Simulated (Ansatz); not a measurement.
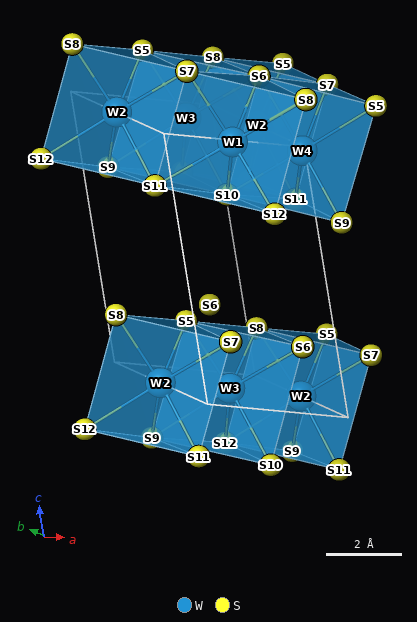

Figure 1. The structure (polyhedral view of the reduced cell, seen slightly off an axis; polyhedra are completed across the faces of the cell; atoms are numbered from 1 in the order of the input).

**Two runs on WS$_{2}$**

System: WS$_{2}$ (P1, 12 atoms in the cell).
Method of run 1: DFT, PBEsol, plane waves, PAW, no spin polarisation (Ansatz 0.2.0).

The structure derives from an entry of the Crystallography Open Database. Text and figures count atoms from 1; the logs count them from 0 in places.

### Input, run 1
```yaml
crystal:
  lattice:
    - [3.1963752766, -5.6781372251, 0.1548418716]
    - [-3.1543503651, -5.6538741312, 0.1219487159]
    - [-0.0192780469, -3.6156217351, -6.6007317395]
  atoms:
    - { symbol: W, position: [0.4925763838, 0.4982458745, 0.008156568] }
    - { symbol: W, position: [0.9985805553, 0.4979224001, -0.0009497321] }
    - { symbol: W, position: [0.4938939048, 1.0024002957, -0.0046021244] }
    - { symbol: W, position: [0.9892118899, 0.9956692391, 0.0168179464] }
    - { symbol: S, position: [0.2535888427, 0.2466013742, 0.7578914701] }
    - { symbol: S, position: [0.7511771759, 0.2546708326, 0.7498801459] }
    - { symbol: S, position: [0.2447926565, 0.7471689369, 0.7586708632] }
    - { symbol: S, position: [0.7529181797, 0.7499247313, 0.7587920794] }
    - { symbol: S, position: [0.080848329, 0.0800433459, 0.2509459043] }
    - { symbol: S, position: [0.5902153138, 0.0827371442, 0.2471145883] }
    - { symbol: S, position: [0.0825960971, 0.5847219646, 0.2410370919] }
    - { symbol: S, position: [0.5948006715, 0.5850938608, 0.2406451988] }
basis:
  ecutwfc: 420
kpoints:
  mp_grid: { grid: [6, 6, 6] }
hamiltonian:
  xc: pbesol
scf:
  occupations: { method: gaussian, width: 0.05 }
  initial_density: { chi_scale: 0.3 }
output:
  forces: true
  eigenvalues: true
  stress: true
```

Command:
```bash
ansatz run input.yaml --threads 2 --pin off --max-ram 5120MiB --backend cpu --events-out ev --progress --plain --runs-dir out
```

Hardware: 2 threads of Intel Xeon (Granite Rapids), 176 GiB of memory available, shared host.

### Output, shortened to warnings, some set-up lines, iterations and results (run 1)
```
Basis set: ecut = 420 eV, 4711 PW (Γ), exchange–correlation on 90×90×108 points (8 copies of the dense FFT grid, shifted against one another)
Symmetry: 1 space group operations
k-points: 112 of 216 (time reversal used)
Initial density: superposition of atomic densities (chi_scale 0.3, normalization cell, long waves kept (reshape's long-wave potential 0.15 eV rms))
[...]
SCF iter   1: F=—  HF=-48119.286587 eV  |F-HF|=—  |Δ(HF+E_count)|=         —  Δρ=5.00e-2  dr2=2.57e1  ethr=3.10e-3  ⟨swp⟩=6.1  Hψ=28953  notcnv=0
SCF iter   2: F=—  HF=-48115.653822 eV  |F-HF|=—  |Δ(HF+E_count)|=    3.63e0  Δρ=2.57e-2  dr2=2.63e0  ethr=3.10e-3  ⟨swp⟩=3.0  Hψ=12637  notcnv=0  defer=639
SCF iter   3: F=—  HF=-48114.988109 eV  |F-HF|=—  |Δ(HF+E_count)|=   6.66e-1  Δρ=1.14e-2  dr2=1.03e0  ethr=2.53e-3  ⟨swp⟩=2.2  Hψ=10032  notcnv=0  defer=303
SCF iter   4: F=—  HF=-48114.774129 eV  |F-HF|=—  |Δ(HF+E_count)|=   2.14e-1  Δρ=3.59e-3  dr2=5.12e-2  ethr=9.86e-4  ⟨swp⟩=2.8  Hψ=11101  notcnv=0  defer=334
SCF iter   5: F=—  HF=-48114.786069 eV  |F-HF|=—  |Δ(HF+E_count)|=   1.19e-2  Δρ=3.19e-3  dr2=7.18e-2  ethr=4.93e-5  ⟨swp⟩=2.3  Hψ=11566  notcnv=0  defer=338
SCF iter   6: F=—  HF=-48114.779922 eV  |F-HF|=—  |Δ(HF+E_count)|=   6.15e-3  Δρ=7.01e-4  dr2=2.62e-3  ethr=4.93e-5  ⟨swp⟩=2.1  Hψ=10135  notcnv=0  defer=338
SCF iter   7: F=—  HF=-48114.781081 eV  |F-HF|=—  |Δ(HF+E_count)|=   1.16e-3  Δρ=3.29e-4  dr2=4.99e-4  ethr=2.52e-6  ⟨swp⟩=2.0  Hψ=10263  notcnv=0  defer=226
SCF iter   8: F=—  HF=-48114.781212 eV  |F-HF|=—  |Δ(HF+E_count)|=   1.30e-4  Δρ=2.27e-4  dr2=3.22e-4  ethr=4.80e-7  ⟨swp⟩=2.0  Hψ=9627  notcnv=0  defer=226
SCF iter   9: F=—  HF=-48114.781195 eV  |F-HF|=—  |Δ(HF+E_count)|=   1.68e-5  Δρ=5.67e-5  dr2=8.46e-6  ethr=3.10e-7  ⟨swp⟩=2.0  Hψ=8961  notcnv=0  defer=226
SCF iter  10: F=—  HF=-48114.781171 eV  |F-HF|=—  |Δ(HF+E_count)|=   2.40e-5  Δρ=2.00e-5  dr2=1.23e-6  ethr=8.13e-9  ⟨swp⟩=2.0  Hψ=10733  notcnv=0  defer=226
SCF iter  11: F=—  HF=-48114.781173 eV  |F-HF|=—  |Δ(HF+E_count)|=   1.96e-6  Δρ=7.95e-6  dr2=3.69e-7  ethr=1.18e-9  ⟨swp⟩=2.0  Hψ=10520  notcnv=0  defer=226
SCF iter  12: F=—  HF=-48114.781173 eV  |F-HF|=—  |Δ(HF+E_count)|=   6.82e-8  Δρ=5.62e-6  dr2=1.90e-7  ethr=3.54e-10  ⟨swp⟩=2.0  Hψ=9629  notcnv=0  defer=226
SCF iter  13: F=-48114.781173 eV  HF=-48114.781173 eV  |F-HF|=1.87e-9  |Δ(HF+E_count)|=   7.46e-9  Δρ=1.57e-6  dr2=1.29e-8  ethr=9.62e-11  ⟨swp⟩=10.7  Hψ=25282  notcnv=0
SCF 1 converged in 13 iterations: F = -48114.781173 eV  dr2 = 1.29e-8
SCF converged after 13 iterations
Free energy (F): -48114.781173 eV
Harris-Foulkes:  -48114.781173 eV  (|F-HF|=1.87e-9)
Internal energy: -48114.781173 eV  (E = F + TS)
E sigma→0 (E₀):  -48114.781173 eV
Fermi energy:    9.958301 eV
--- Per-component energies (eV) ---
  E_band       = -938.697927
  E_kinetic    = 2637.414927
  E_local      = -8073.254003  (includes V_loc(G=0)·N_el)
  E_nonlocal   = 240.457866
  E_hartree    = 3224.563416
  E_xc         = -1822.954680
  E_vxc        = -1644.504286  (∫ρ·V_xc dr)
  E_paw        = -38416.352901  (= ΣΔE_a)
  E_vpaw       = -547.946588  (= ΣTr[D̂ρ^β])
  E_aug_tail   = -0.000236  (compensation charges beyond the density's cutoff)
  E_ewald      = -5906.038326
  E_core_change = 1.382763  (= ΣΔE_core)
  E_smearing   = -0.000000  (= −TS)
  E_closure    = 0.000000  (closes the sum)
  Σ components = -48114.781173   (vs F -48114.781173, Δ=0.00e0)
--- Forces (eV/Å), atoms counted from 1 ---
  atom   1  W      0.42337134    -0.41429036     1.06125274
  atom   2  W      0.34248801    -0.40508562    -0.26704973
  atom   3  W      0.65194051    -1.32772637    -1.11196344
  atom   4  W      0.22586473    -0.20069274     2.33878389
  atom   5  S     -0.58331855     1.22867571    -1.19720052
  atom   6  S     -0.09793576     0.65822352    -2.53759089
  atom   7  S     -0.26229348     0.35613125    -1.91402319
  atom   8  S     -0.30670729     1.21362389    -1.16966523
  atom   9  S      0.10881718    -0.85789204     1.58722230
  atom  10  S     -0.47880748     0.26063740     1.33705157
  atom  11  S      0.32122302    -0.42801819     0.68768870
  atom  12  S     -0.34464349    -0.08357575     1.18549087
  max |Σ_I F_I| component: 1.07e-5 eV/Å
--- Stress (GPa, compression-positive) ---
       -7.359012       0.267504      -1.009143
        0.267504     -12.103798       5.365511
       -1.009143       5.365511     -13.440577
  P = ⅓ Tr σ = -10.9678 GPa (-109.678 kbar)
```

The input of run 2 differs as follows (lines with − go, lines with + come):
```diff
-  initial_density: { chi_scale: 0.3 }
```

Predict how the results change.

Both reach the same energy, so the change doesn't alter the result. The SCF takes 9 iterations against 13. The two runs start from different initial densities, which also moves the count.

### Output, shortened to warnings, some set-up lines, iterations and results (run 2)
```
Basis set: ecut = 420 eV, 4711 PW (Γ), exchange–correlation on 90×90×108 points (8 copies of the dense FFT grid, shifted against one another)
Symmetry: 1 space group operations
k-points: 112 of 216 (time reversal used)
Initial density: superposition of atomic densities (neutral atoms: chi_scale 0, normalization atom), corrected by the library's trained network
[...]
SCF iter   1: F=—  HF=-48114.825611 eV  |F-HF|=—  |Δ(HF+E_count)|=         —  Δρ=8.65e-3  dr2=4.10e-1  ethr=1.77e-3  ⟨swp⟩=6.2  Hψ=29322  notcnv=0
SCF iter   2: F=—  HF=-48114.779482 eV  |F-HF|=—  |Δ(HF+E_count)|=   4.61e-2  Δρ=3.43e-3  dr2=2.13e-2  ethr=3.95e-4  ⟨swp⟩=2.2  Hψ=10091  notcnv=0  defer=649
SCF iter   3: F=—  HF=-48114.779570 eV  |F-HF|=—  |Δ(HF+E_count)|=   8.84e-5  Δρ=1.86e-3  dr2=5.05e-3  ethr=2.05e-5  ⟨swp⟩=2.0  Hψ=9269  notcnv=0  defer=313
SCF iter   4: F=—  HF=-48114.781229 eV  |F-HF|=—  |Δ(HF+E_count)|=   1.66e-3  Δρ=6.41e-4  dr2=1.71e-3  ethr=4.86e-6  ⟨swp⟩=2.0  Hψ=9641  notcnv=0  defer=313
SCF iter   5: F=—  HF=-48114.781181 eV  |F-HF|=—  |Δ(HF+E_count)|=   4.78e-5  Δρ=1.55e-4  dr2=4.78e-5  ethr=1.65e-6  ⟨swp⟩=2.0  Hψ=8995  notcnv=0  defer=313
SCF iter   6: F=—  HF=-48114.781170 eV  |F-HF|=—  |Δ(HF+E_count)|=   1.09e-5  Δρ=3.94e-5  dr2=5.44e-6  ethr=4.60e-8  ⟨swp⟩=2.0  Hψ=10409  notcnv=0  defer=313
SCF iter   7: F=—  HF=-48114.781173 eV  |F-HF|=—  |Δ(HF+E_count)|=   2.17e-6  Δρ=2.11e-5  dr2=2.31e-6  ethr=5.23e-9  ⟨swp⟩=2.0  Hψ=9685  notcnv=0  defer=313
SCF iter   8: F=—  HF=-48114.781173 eV  |F-HF|=—  |Δ(HF+E_count)|=   1.43e-7  Δρ=1.03e-5  dr2=4.32e-7  ethr=2.22e-9  ⟨swp⟩=2.0  Hψ=9408  notcnv=0  defer=313
SCF iter   9: F=-48114.781173 eV  HF=-48114.781173 eV  |F-HF|=1.89e-8  |Δ(HF+E_count)|=   1.97e-7  Δρ=3.48e-6  dr2=5.52e-8  ethr=9.62e-11  ⟨swp⟩=9.8  Hψ=26535  notcnv=0
SCF 1 converged in 9 iterations: F = -48114.781173 eV  dr2 = 5.52e-8
SCF converged after 9 iterations
Free energy (F): -48114.781173 eV
Harris-Foulkes:  -48114.781173 eV  (|F-HF|=1.89e-8)
Internal energy: -48114.781173 eV  (E = F + TS)
E sigma→0 (E₀):  -48114.781173 eV
Fermi energy:    9.958324 eV
--- Per-component energies (eV) ---
  E_band       = -938.696184
  E_kinetic    = 2637.415540
  E_local      = -8073.255816  (includes V_loc(G=0)·N_el)
  E_nonlocal   = 240.458144
  E_hartree    = 3224.564681
  E_xc         = -1822.954634
  E_vxc        = -1644.504212  (∫ρ·V_xc dr)
  E_paw        = -38416.353290  (= ΣΔE_a)
  E_vpaw       = -547.946834  (= ΣTr[D̂ρ^β])
  E_aug_tail   = -0.000236  (compensation charges beyond the density's cutoff)
  E_ewald      = -5906.038326
  E_core_change = 1.382763  (= ΣΔE_core)
  E_smearing   = -0.000000  (= −TS)
  E_closure    = 0.000000  (closes the sum)
  Σ components = -48114.781173   (vs F -48114.781173, Δ=0.00e0)
--- Forces (eV/Å), atoms counted from 1 ---
  atom   1  W      0.42336663    -0.41428532     1.06120378
  atom   2  W      0.34250312    -0.40509149    -0.26708316
  atom   3  W      0.65192518    -1.32772657    -1.11199228
  atom   4  W      0.22587063    -0.20070247     2.33874869
  atom   5  S     -0.58331112     1.22867932    -1.19720889
  atom   6  S     -0.09792585     0.65822503    -2.53759494
  atom   7  S     -0.26230444     0.35612614    -1.91402277
  atom   8  S     -0.30671485     1.21362140    -1.16965056
  atom   9  S      0.10881817    -0.85787945     1.58723338
  atom  10  S     -0.47879400     0.26063759     1.33705309
  atom  11  S      0.32120924    -0.42802048     0.68768951
  atom  12  S     -0.34464538    -0.08357947     1.18547926
  max |Σ_I F_I| component: 1.45e-4 eV/Å
--- Stress (GPa, compression-positive) ---
       -7.358997       0.267500      -1.009142
        0.267500     -12.103802       5.365511
       -1.009142       5.365511     -13.440692
  P = ⅓ Tr σ = -10.9678 GPa (-109.678 kbar)
```

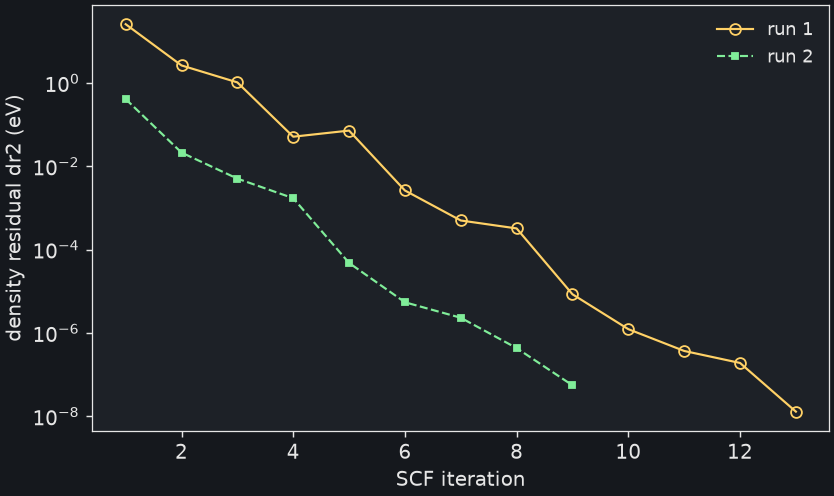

Figure 2. Convergence of the two runs: density residual dr2 against the SCF iteration. Run 1 takes 13 iterations in all, and run 2 takes 9.

### The two runs side by side

| quantity | run 1 | run 2 |
| --- | --- | --- |
| outcome | converged | converged |
| free energy per atom (eV) | −4009.5651 | −4009.5651 |
| gap on the mesh (eV) | 1.16 | 1.16 |
| pressure (GPa) | −10.97 | −10.97 |
| largest force (eV/Å) | 2.623 | 2.623 |
| SCF iterations | 13 | 9 |
| irreducible k-points | 112 | 112 |
| plane waves at Γ | 4711 | 4711 |
| wall time (shared host) | 66 s | 52 s |

For both runs: Spin–orbit coupling is left out, which matters for W. The cell is under a tension of 11.0 GPa at this level, so it is not at its equilibrium volume.
